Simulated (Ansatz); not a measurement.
Geometry relaxation, with input and output: HfS2 (part 2 of 2)

Continued. System: HfS2 (P-3m1, 3 atoms in the cell). Method: DFT PBEsol, scalar-relativistic, plane waves, PAW, no spin polarisation (Ansatz 0.2.0); cutoff 420 eV, 12×12×8 k-mesh, Fermi–Dirac smearing of 0.15 eV. The structure derives from a Materials Project entry. It belongs to a series of runs on one base structure; here: elastic constants, atoms relaxed.

Geometry of the input (Å; fractional positions):
```
3.4878  0.0000  0.0000
-1.7439  3.0205  0.0000
0.0000  0.0000  5.3805
Hf 0.0000  0.0000  0.0000
S  0.6667  0.3333  0.7261
S  0.3333  0.6667  0.2739
```

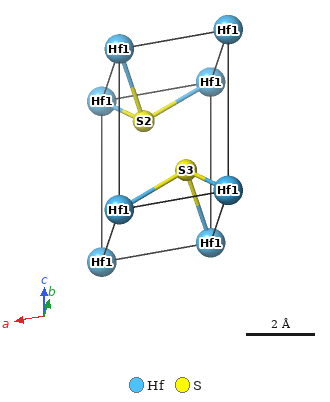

Fig. 1: The geometry at step 2 of the log (ball-and-stick view of the cell of the calculation, seen at an oblique angle; atoms are numbered from 1 in the order of the input).

Output, continued
```
SCF iter   1: F=—  HF=-17372.418309 eV  |F-HF|=—  |Δ(HF+E_count)|=         —  Δρ=6.52e-7  dr2=1.01e-10  ethr=1.00e-12  ⟨swp⟩=2.6  Hψ=37939  notcnv=0
SCF iter   2: F=—  HF=-17372.418312 eV  |F-HF|=—  |Δ(HF+E_count)|=   3.09e-6  Δρ=2.92e-7  dr2=2.11e-11  ethr=2.66e-13 (applied; sched 1.00e-12)  ⟨swp⟩=3.0  Hψ=19091  notcnv=0
SCF iter   3: F=—  HF=-17372.418312 eV  |F-HF|=—  |Δ(HF+E_count)|=  3.64e-12  Δρ=2.01e-7  dr2=9.56e-12  ethr=5.56e-14 (applied; sched 1.00e-12)  ⟨swp⟩=1.0  Hψ=8000  notcnv=0
SCF iter   4: F=—  HF=-17372.418312 eV  |F-HF|=—  |Δ(HF+E_count)|=  7.28e-12  Δρ=1.32e-7  dr2=4.09e-12  ethr=2.52e-14 (applied; sched 1.00e-12)  ⟨swp⟩=1.0  Hψ=8000  notcnv=0
SCF iter   5: F=—  HF=-17372.418312 eV  |F-HF|=—  |Δ(HF+E_count)|=  7.28e-12  Δρ=9.27e-8  dr2=2.03e-12  ethr=1.08e-14 (applied; sched 1.00e-12)  ⟨swp⟩=1.0  Hψ=8000  notcnv=0
SCF iter   6: F=—  HF=-17372.418312 eV  |F-HF|=—  |Δ(HF+E_count)|=  3.64e-12  Δρ=5.90e-8  dr2=8.26e-13  ethr=5.35e-15 (applied; sched 1.00e-12)  ⟨swp⟩=1.0  Hψ=8000  notcnv=0
SCF iter   7: F=—  HF=-17372.418312 eV  |F-HF|=—  |Δ(HF+E_count)|=  3.64e-12  Δρ=3.41e-8  dr2=2.79e-13  ethr=2.17e-15 (applied; sched 1.00e-12)  ⟨swp⟩=1.0  Hψ=8000  notcnv=0
SCF iter   8: F=—  HF=-17372.418312 eV  |F-HF|=—  |Δ(HF+E_count)|=    0.00e0  Δρ=2.51e-8  dr2=1.51e-13  ethr=7.33e-16 (applied; sched 1.00e-12)  ⟨swp⟩=1.0  Hψ=8000  notcnv=0
SCF iter   9: F=-17372.418312 eV  HF=-17372.418312 eV  |F-HF|=3.64e-12  |Δ(HF+E_count)|=  7.28e-12  Δρ=1.68e-8  dr2=6.71e-14  ethr=1.00e-12  ⟨swp⟩=3.3  Hψ=20286  notcnv=0
SCF 30 converged in 9 iterations: F = -17372.418312 eV  dr2 = 6.71e-14
SCF converged after 10 iterations
Free energy (F): -17372.418473 eV
Harris-Foulkes:  -17372.418473 eV  (|F-HF|=1.09e-11)
Internal energy: -17372.401505 eV  (E = F + TS)
E sigma→0 (E₀):  -17372.409989 eV
Entropy (-TS):   -0.016968 eV (-5.656 meV/atom)
Fermi energy:    12.150553 eV
--- Per-component energies (eV) ---
  E_band       = -105.461733
  E_kinetic    = 640.204776
  E_local      = -7415.292706  (includes V_loc(G=0)·N_el)
  E_nonlocal   = -1180.219952
  E_hartree    = 3441.685918
  E_xc         = -491.873503
  E_vxc        = -443.262270  (∫ρ·V_xc dr)
  E_paw        = -7975.779675  (= ΣΔE_a)
  E_vpaw       = 1409.736584  (= ΣTr[D̂ρ^β])
  E_aug_tail   = 0.000002  (compensation charges beyond the density's cutoff)
  E_ewald      = -4392.501356
  E_core_change = 1.374990  (= ΣΔE_core)
  E_smearing   = -0.016968  (= −TS)
  E_closure    = 0.000000  (closes the sum)
  Σ components = -17372.418473   (vs F -17372.418473, Δ=0.00e0)
--- Forces (eV/Å), atoms counted from 1 ---
  atom   1  Hf     0.00000000    -0.00000000     0.00000000
  atom   2  S      0.00000000     0.00000000     0.00000001
  atom   3  S      0.00000000    -0.00000000    -0.00000001
  max |Σ_I F_I| component: 9.25e-18 eV/Å
--- Stress (GPa, compression-positive) ---
        7.001630      -0.000000      -0.000000
       -0.000000       7.001630      -0.000000
       -0.000000       0.000000       6.998019
  P = ⅓ Tr σ = 7.0004 GPa (70.004 kbar)
--- Band table (eV; the first three rows and the last of 131) ---
  k-point 0: bands = ["-49.9636", "-18.7265", "-18.5711", "-18.5711", "-2.1506", "-0.2243", "0.0803", "0.0938", "0.0938", "0.1151", "0.1151", "0.1221", "0.6129", "5.8932", "8.8422", "8.8422", "11.8365", "11.8365", "12.2920", "13.7133", "13.7133", "14.0360", "16.7282", "16.7282", "17.0886"]
  k-point 1: bands = ["-49.9636", "-18.7267", "-18.5711", "-18.5711", "-2.0884", "-0.2666", "0.0802", "0.0938", "0.0938", "0.1151", "0.1151", "0.1221", "0.5160", "6.1111", "8.8604", "8.8604", "11.7695", "11.7695", "11.8268", "13.6943", "13.6943", "14.2136", "16.8727", "16.8727", "17.2103"]
  k-point 2: bands = ["-49.9636", "-18.7273", "-18.5711", "-18.5711", "-1.9080", "-0.4295", "0.0799", "0.0937", "0.0937", "0.1152", "0.1152", "0.1221", "0.3290", "6.6962", "8.9065", "8.9065", "10.8741", "11.6140", "11.6140", "13.6472", "13.6472", "14.4109", "17.2458", "17.2458", "17.5610"]
  k-point 130: bands = ["-49.9500", "-18.7827", "-18.7827", "-18.6551", "-0.2686", "-0.2686", "0.0832", "0.0992", "0.1039", "0.1039", "0.1160", "0.3124", "0.3124", "7.3371", "7.3371", "7.9190", "8.7186", "9.8138", "9.8138", "14.7833", "14.8364", "14.8364", "18.7120", "18.7120", "20.0165"]
--- Elastic constants: 3 strain directions × 2 members + reference (group order 12) ---
  dense FFT box of the reference and of every strained cell: 24×24×40
  strains applied: 11, 33, 23; error gains: componentwise 1.00 (the most a stress slope's error grows in a printed constant), spectral 1.41 (1 for all six strains in a standard setting)
  reference relaxed by the batch: 3 steps; max|allowed force component| 7.39e-4 eV/Å at the deck's positions, 4.10e-8 at the last accepted step, 1.18e-8 by the solve of record
  largest displacement 4.8e-5 Å; the constants are those of the deck's cell at these positions:
  atoms:
    - { symbol: Hf, position: [4.715733180837108e-35, 2.1119973817317346e-35, 0.0] }
    - { symbol: S, position: [0.6666666666666665, 0.33333333333333326, 0.7260619470284693] }
    - { symbol: S, position: [0.33333333333333326, 0.6666666666666665, 0.27393805297153057] }
  C = ∂σ_k/∂η_j (tension-positive GPa; Voigt order 11 22 33 23 13 12):
       177.401     41.311     34.264    -10.264     -0.000     -0.000
        41.311    177.401     34.264     10.264     -0.000     -0.000
        34.231     34.231    127.296     -0.000     -0.000     -0.000
       -10.264     10.264     -0.000     33.116      0.000     -0.000
         0.000      0.000      0.000      0.000     33.116    -10.264
        -0.000      0.000      0.000     -0.000    -10.264     68.045
  reference stress σ⁰ (GPa):     -7.002     -7.002     -6.998      0.000      0.000      0.000
  C* (energy form; C + prestress term) asymmetry max|C*_kj − C*_jk| = 2.906e-2 GPa — a small one proves nothing (zero by symmetry where the batch's group is 432, −43m or m−3m); a large one is finite-difference/SCF noise where every solve meets its electron count
  moduli (Voigt/Reuss/Hill, GPa): K = 77.97/75.81/76.89   G = 51.67/44.43/48.05   E = 119.30   ν = 0.241
  mechanically stable: yes (min eigenvalue of sym C = 30.32 GPa)
  strain η (Voigt 11):  stress-route row diagonal C_11 = 177.40 GPa, energy-path curvature d²(F+E_count+ΔE)/dδ²/Ω₀ = 177.41 GPa
         δ    σ_11 (GPa)             F (eV)   n_scf  n_hpsi   n_pw
    -5.000e-3      -7.8992      -17372.4052974       8  123937   1118   relax 4 steps, max|allowed force component| 4.99e-5 eV/Å
     5.000e-3      -6.1251      -17372.4300801       9  146866   1128   relax 3 steps, max|allowed force component| 8.91e-6 eV/Å
  strain η (Voigt 33):  stress-route row diagonal C_33 = 127.30 GPa, energy-path curvature d²(F+E_count+ΔE)/dδ²/Ω₀ = 127.28 GPa
         δ    σ_33 (GPa)             F (eV)   n_scf  n_hpsi   n_pw
    -5.000e-3      -7.6535      -17372.4055183       9   54296   1116   relax 3 steps, max|allowed force component| 1.34e-6 eV/Å
     5.000e-3      -6.3805      -17372.4303009       7   49502   1132   relax 3 steps, max|allowed force component| 3.09e-6 eV/Å
  strain η (Voigt 23):  stress-route row diagonal C_44 = 33.12 GPa, energy-path curvature d²(F+E_count+ΔE)/dδ²/Ω₀ = 36.63 GPa
         δ    σ_23 (GPa)             F (eV)   n_scf  n_hpsi   n_pw
    -5.000e-3      -0.1677      -17372.4183097       9  133172   1120   relax 4 steps, max|allowed force component| 2.53e-6 eV/Å
     5.000e-3       0.1634      -17372.4183121       9  132016   1120   relax 3 steps, max|allowed force component| 1.19e-5 eV/Å
```

File elastic.tsv
```
# convention: tension-positive GPa; Voigt order 11 22 33 23 13 12; engineering shear strains; stresses and constants hold the Pulay correction, whose part of sigma0, of c and of each member's stress the lines and columns named pulay_correction_..._gpa give (of c_energy it is that of c and, on the columns of strains 1 to 3, that of sigma0; of a layer's constants it is that of c in the plane, times a tenth of its plane spacing in ang); where a line pulay_correction_withheld stands none holds it
# sigma0_gpa = -7.0016295632e0 -7.0016295632e0 -6.9980189778e0 6.9483335492e-17 1.8992111701e-15 9.2644447322e-16
# pulay_correction_sigma0_gpa = -2.8912711278e-2 -2.8912711278e-2 -2.9895765694e-2 1.6963704954e-20 -7.1699926272e-18 -0.0000000000e0
# reference_relaxation: steps = 3	allowed_force_max_ev_ang = 4.0973534551e-8	allowed_force_max_at_the_deck_ev_ang = 7.3935362782e-4	allowed_force_max_of_the_record_solve_ev_ang = 1.1762176634e-8	largest_displacement_ang = 4.8266872940e-5
# c_energy_asymmetry_gpa = 2.9064465337e-2
# group_order = 12
# error_gain_componentwise = 1.0000000000e0	error_gain_spectral = 1.4142135624e0
# k_voigt_gpa = 7.7967838165e1	k_reuss_gpa = 7.5808320057e1	k_hill_gpa = 7.6888079111e1
# g_voigt_gpa = 5.1674615089e1	g_reuss_gpa = 4.4428813813e1	g_hill_gpa = 4.8051714451e1
# youngs_gpa = 1.1930223579e2	poisson = 2.4139416415e-1
# min_eigenvalue_gpa = 3.0322605952e1	stable = true
# k	c_k1_gpa	c_k2_gpa	c_k3_gpa	c_k4_gpa	c_k5_gpa	c_k6_gpa	c_energy_k1_gpa	c_energy_k2_gpa	c_energy_k3_gpa	c_energy_k4_gpa	c_energy_k5_gpa	c_energy_k6_gpa	pulay_correction_c_k1_gpa	pulay_correction_c_k2_gpa	pulay_correction_c_k3_gpa	pulay_correction_c_k4_gpa	pulay_correction_c_k5_gpa	pulay_correction_c_k6_gpa
1	1.7740089804e2	4.1311415063e1	3.4263753899e1	-1.0264322589e1	-3.3214702370e-14	-1.7507025628e-19	1.7039926848e2	3.4309785500e1	2.7262124336e1	-1.0264322589e1	-3.3214702370e-14	-1.7507025628e-19	6.6911157448e-2	4.4569176668e-2	5.2821941174e-2	-3.7485697604e-3	-2.7730506104e-17	5.3463186939e-20
2	4.1311415063e1	1.7740089804e2	3.4263753899e1	1.0264322589e1	-2.3761974962e-14	-1.7507025627e-19	3.4309785500e1	1.7039926848e2	2.7262124336e1	1.0264322589e1	-2.3761974962e-14	-1.7507025627e-19	4.4569176668e-2	6.6911157448e-2	5.2821941174e-2	3.7485697604e-3	-2.5878241773e-17	5.3463186939e-20
3	3.4231078848e1	3.4231078848e1	1.2729625178e2	-1.1564823173e-18	-2.4432636402e-14	-1.1084107836e-18	2.7233059870e1	2.7233059870e1	1.2029823280e2	-1.1564823173e-18	-2.4432636402e-14	-1.1084107836e-18	6.2264625091e-2	6.2264625091e-2	4.6835638655e-2	1.8070036208e-20	-2.6000384732e-17	2.0567623913e-20
4	-1.0264213311e1	1.0264213311e1	-6.9459553272e-31	3.3115533633e1	1.3158466134e-15	-8.8817841970e-15	-1.0264213311e1	1.0264213311e1	6.9483335492e-17	3.3115533633e1	1.3158466134e-15	-8.8817841970e-15	-1.2682513324e-2	1.2682513324e-2	-1.1444015654e-34	3.8187771651e-3	1.0476255008e-18	-1.3877787808e-17
5	3.1554436209e-30	1.8947806287e-14	1.2220932767e-14	1.3158466134e-15	3.3115533633e1	-1.0264213311e1	1.8992111701e-15	2.0847017457e-14	1.4120143937e-14	1.3158466134e-15	3.3115533633e1	-1.0264213311e1	1.1555579666e-33	2.7755575616e-17	1.1796738362e-17	1.0476255008e-18	3.8187771651e-3	-1.2682513324e-2
6	-1.5777218104e-30	1.0414474667e-31	2.6317212452e-15	-3.9862150210e-15	-1.0264322589e1	6.8044741490e1	9.2644447322e-16	9.2644447322e-16	3.5581657184e-15	-3.9862150210e-15	-1.0264322589e1	6.8044741490e1	1.9259299444e-34	2.3129646346e-18	9.6111463688e-19	-8.5385202063e-19	-3.7485697604e-3	1.1170990390e-2
```

Trajectory as extended XYZ (Å, eV, eV/Å), 23 frames, from step=1 to step=3
```
3
Lattice="3.4878 0.0000 0.0000 -1.7439 3.0205 0.0000 0.0000 0.0000 5.3805" Properties=species:S:1:pos:R:3:forces:R:3 step=1 energy=-17372.41847
Hf    0.0000    0.0000    0.0000    0.0000   0.0000   0.0000
S     1.7439    1.0068    3.9066    0.0000   0.0000  -0.0007
S     0.0000    2.0137    1.4739    0.0000   0.0000   0.0007
3
Lattice="3.4878 0.0000 0.0000 -1.7439 3.0205 0.0000 0.0000 0.0000 5.3805" Properties=species:S:1:pos:R:3:forces:R:3 step=2 energy=-17372.41847
Hf    0.0000    0.0000    0.0000    0.0000   0.0000   0.0000
S     1.7439    1.0068    3.9065    0.0000   0.0000   0.0007
S     0.0000    2.0137    1.4740    0.0000   0.0000  -0.0007
3
Lattice="3.4878 0.0000 0.0000 -1.7439 3.0205 0.0000 0.0000 0.0000 5.3805" Properties=species:S:1:pos:R:3:forces:R:3 step=3 energy=-17372.41847
Hf    0.0000    0.0000    0.0000    0.0000   0.0000   0.0000
S     1.7439    1.0068    3.9066    0.0000   0.0000   0.0000
S     0.0000    2.0137    1.4739    0.0000   0.0000   0.0000
3
Lattice="3.4878 0.0000 0.0000 -1.7439 3.0205 0.0000 0.0000 0.0000 5.3805" Properties=species:S:1:pos:R:3:forces:R:3 step=1 energy=-17372.40503
Hf    0.0000    0.0000    0.0000    0.0000   0.0000   0.0000
S     1.7352    1.0068    3.9066    0.0000   0.0232  -0.0566
S     0.0000    2.0137    1.4739    0.0000  -0.0232   0.0566
3
Lattice="3.4878 0.0000 0.0000 -1.7439 3.0205 0.0000 0.0000 0.0000 5.3805" Properties=species:S:1:pos:R:3:forces:R:3 step=2 energy=-17372.40529
Hf    0.0000    0.0000    0.0000    0.0000   0.0000   0.0000
S     1.7352    1.0085    3.9029    0.0000   0.0086   0.0007
S     0.0000    2.0120    1.4776    0.0000  -0.0086  -0.0007
3
Lattice="3.4878 0.0000 0.0000 -1.7439 3.0205 0.0000 0.0000 0.0000 5.3805" Properties=species:S:1:pos:R:3:forces:R:3 step=3 energy=-17372.40530
Hf    0.0000    0.0000    0.0000    0.0000   0.0000   0.0000
S     1.7352    1.0092    3.9029    0.0000   0.0027   0.0012
S     0.0000    2.0113    1.4776    0.0000  -0.0027  -0.0012
3
Lattice="3.4878 0.0000 0.0000 -1.7439 3.0205 0.0000 0.0000 0.0000 5.3805" Properties=species:S:1:pos:R:3:forces:R:3 step=4 energy=-17372.40530
Hf    0.0000    0.0000    0.0000    0.0000   0.0000   0.0000
S     1.7352    1.0095    3.9029    0.0000   0.0000   0.0001
S     0.0000    2.0110    1.4776    0.0000   0.0000  -0.0001
3
Lattice="3.4878 0.0000 0.0000 -1.7439 3.0205 0.0000 0.0000 0.0000 5.3805" Properties=species:S:1:pos:R:3:forces:R:3 step=1 energy=-17372.42982
Hf    0.0000    0.0000    0.0000    0.0000   0.0000   0.0000
S     1.7526    1.0068    3.9066    0.0000  -0.0221   0.0550
S     0.0000    2.0137    1.4739    0.0000   0.0221  -0.0550
3
Lattice="3.4878 0.0000 0.0000 -1.7439 3.0205 0.0000 0.0000 0.0000 5.3805" Properties=species:S:1:pos:R:3:forces:R:3 step=2 energy=-17372.43008
Hf    0.0000    0.0000    0.0000    0.0000   0.0000   0.0000
S     1.7526    1.0043    3.9100    0.0000  -0.0010   0.0031
S     0.0000    2.0162    1.4705    0.0000   0.0010  -0.0031
3
Lattice="3.4878 0.0000 0.0000 -1.7439 3.0205 0.0000 0.0000 0.0000 5.3805" Properties=species:S:1:pos:R:3:forces:R:3 step=3 energy=-17372.43008
Hf    0.0000    0.0000    0.0000    0.0000   0.0000   0.0000
S     1.7526    1.0042    3.9102    0.0000   0.0000   0.0000
S     0.0000    2.0163    1.4703    0.0000   0.0000   0.0000
3
Lattice="3.4878 0.0000 0.0000 -1.7439 3.0205 0.0000 0.0000 0.0000 5.3805" Properties=species:S:1:pos:R:3:forces:R:3 step=1 energy=-17372.40511
Hf    0.0000    0.0000    0.0000    0.0000   0.0000   0.0000
S     1.7439    1.0068    3.8871    0.0000   0.0000  -0.0793
S     0.0000    2.0137    1.4666    0.0000   0.0000   0.0793
3
Lattice="3.4878 0.0000 0.0000 -1.7439 3.0205 0.0000 0.0000 0.0000 5.3805" Properties=species:S:1:pos:R:3:forces:R:3 step=2 energy=-17372.40552
Hf    0.0000    0.0000    0.0000    0.0000   0.0000   0.0000
S     1.7439    1.0068    3.8819    0.0000   0.0000   0.0010
S     0.0000    2.0137    1.4717    0.0000   0.0000  -0.0010
3
Lattice="3.4878 0.0000 0.0000 -1.7439 3.0205 0.0000 0.0000 0.0000 5.3805" Properties=species:S:1:pos:R:3:forces:R:3 step=3 energy=-17372.40552
Hf    0.0000    0.0000    0.0000    0.0000   0.0000   0.0000
S     1.7439    1.0068    3.8819    0.0000   0.0000   0.0000
S     0.0000    2.0137    1.4717    0.0000   0.0000   0.0000
3
Lattice="3.4878 0.0000 0.0000 -1.7439 3.0205 0.0000 0.0000 0.0000 5.3805" Properties=species:S:1:pos:R:3:forces:R:3 step=1 energy=-17372.42989
Hf    0.0000    0.0000    0.0000    0.0000   0.0000   0.0000
S     1.7439    1.0068    3.9261    0.0000   0.0000   0.0794
S     0.0000    2.0137    1.4813    0.0000   0.0000  -0.0794
3
Lattice="3.4878 0.0000 0.0000 -1.7439 3.0205 0.0000 0.0000 0.0000 5.3805" Properties=species:S:1:pos:R:3:forces:R:3 step=2 energy=-17372.43030
Hf    0.0000    0.0000    0.0000    0.0000   0.0000   0.0000
S     1.7439    1.0068    3.9312    0.0000   0.0000   0.0018
S     0.0000    2.0137    1.4762    0.0000   0.0000  -0.0018
3
Lattice="3.4878 0.0000 0.0000 -1.7439 3.0205 0.0000 0.0000 0.0000 5.3805" Properties=species:S:1:pos:R:3:forces:R:3 step=3 energy=-17372.43030
Hf    0.0000    0.0000    0.0000    0.0000   0.0000   0.0000
S     1.7439    1.0068    3.9314    0.0000   0.0000   0.0000
S     0.0000    2.0137    1.4761    0.0000   0.0000   0.0000
3
Lattice="3.4878 0.0000 0.0000 -1.7439 3.0205 0.0000 0.0000 0.0000 5.3805" Properties=species:S:1:pos:R:3:forces:R:3 step=1 energy=-17372.41794
Hf    0.0000    0.0000    0.0000    0.0000   0.0000   0.0000
S     1.7439    0.9971    3.9041    0.0000  -0.0569  -0.0005
S     0.0000    2.0100    1.4689    0.0000   0.0569   0.0005
3
Lattice="3.4878 0.0000 0.0000 -1.7439 3.0205 0.0000 0.0000 0.0000 5.3805" Properties=species:S:1:pos:R:3:forces:R:3 step=2 energy=-17372.41825
Hf    0.0000    0.0000    0.0000    0.0000   0.0000   0.0000
S     1.7439    0.9931    3.9040    0.0000  -0.0225   0.0007
S     0.0000    2.0139    1.4689    0.0000   0.0225  -0.0007
3
Lattice="3.4878 0.0000 0.0000 -1.7439 3.0205 0.0000 0.0000 0.0000 5.3805" Properties=species:S:1:pos:R:3:forces:R:3 step=3 energy=-17372.41831
Hf    0.0000    0.0000    0.0000    0.0000   0.0000   0.0000
S     1.7439    0.9905    3.9042    0.0000  -0.0003  -0.0008
S     0.0000    2.0165    1.4688    0.0000   0.0003   0.0008
3
Lattice="3.4878 0.0000 0.0000 -1.7439 3.0205 0.0000 0.0000 0.0000 5.3805" Properties=species:S:1:pos:R:3:forces:R:3 step=4 energy=-17372.41831
Hf    0.0000    0.0000    0.0000    0.0000   0.0000   0.0000
S     1.7439    0.9905    3.9041    0.0000   0.0000   0.0000
S     0.0000    2.0166    1.4689    0.0000   0.0000   0.0000
3
Lattice="3.4878 0.0000 0.0000 -1.7439 3.0205 0.0000 0.0000 0.0000 5.3805" Properties=species:S:1:pos:R:3:forces:R:3 step=1 energy=-17372.41794
Hf    0.0000    0.0000    0.0000    0.0000   0.0000   0.0000
S     1.7439    1.0166    3.9091    0.0000   0.0561  -0.0005
S     0.0000    2.0173    1.4790    0.0000  -0.0561   0.0005
3
Lattice="3.4878 0.0000 0.0000 -1.7439 3.0205 0.0000 0.0000 0.0000 5.3805" Properties=species:S:1:pos:R:3:forces:R:3 step=2 energy=-17372.41831
Hf    0.0000    0.0000    0.0000    0.0000   0.0000   0.0000
S     1.7439    1.0231    3.9090    0.0000   0.0007   0.0014
S     0.0000    2.0108    1.4790    0.0000  -0.0007  -0.0014
3
Lattice="3.4878 0.0000 0.0000 -1.7439 3.0205 0.0000 0.0000 0.0000 5.3805" Properties=species:S:1:pos:R:3:forces:R:3 step=3 energy=-17372.41831
Hf    0.0000    0.0000    0.0000    0.0000   0.0000   0.0000
S     1.7439    1.0232    3.9091    0.0000   0.0000   0.0000
S     0.0000    2.0107    1.4789    0.0000   0.0000   0.0000
```

Key numbers

```json
{"quantity": "outcome", "value": "converged"}
{"quantity": "space group (tolerance 0.01 Å)", "value": "P-3m1 (164) → Cm (8)"}
{"quantity": "electrons treated", "value": "38"}
{"quantity": "free energy", "value": "−17372.4185 eV"}
{"quantity": "Fermi energy", "value": "12.151 eV"}
{"quantity": "gap on the k-point mesh", "value": "none (metallic)"}
{"quantity": "pressure", "value": "7.00 GPa"}
{"quantity": "final volume", "value": "56.68 Å³"}
{"quantity": "bulk modulus (Hill)", "value": "76.9 GPa"}
{"quantity": "shear modulus (Hill)", "value": "48.1 GPa"}
{"quantity": "largest force (length of the vector) at the end", "value": "under 0.001 eV/Å"}
{"quantity": "final cell", "value": "a = 3.488 Å, b = 3.488 Å, c = 5.381 Å, α = 90.00°, β = 90.00°, γ = 120.00°"}
{"quantity": "elastic stability", "value": "stable"}
{"quantity": "hardware", "value": "1 thread of Arm Neoverse V1, 24 GiB of memory available, shared host"}
{"quantity": "wall time", "value": "11 min"}
{"quantity": "peak memory", "value": "0.65 GiB"}
```

Notes

Results for this metal are sensitive to the k-point mesh. Spin–orbit coupling is left out, which matters for Hf. The cell is under a pressure of 7.0 GPa at this level, so it is not at its equilibrium volume.
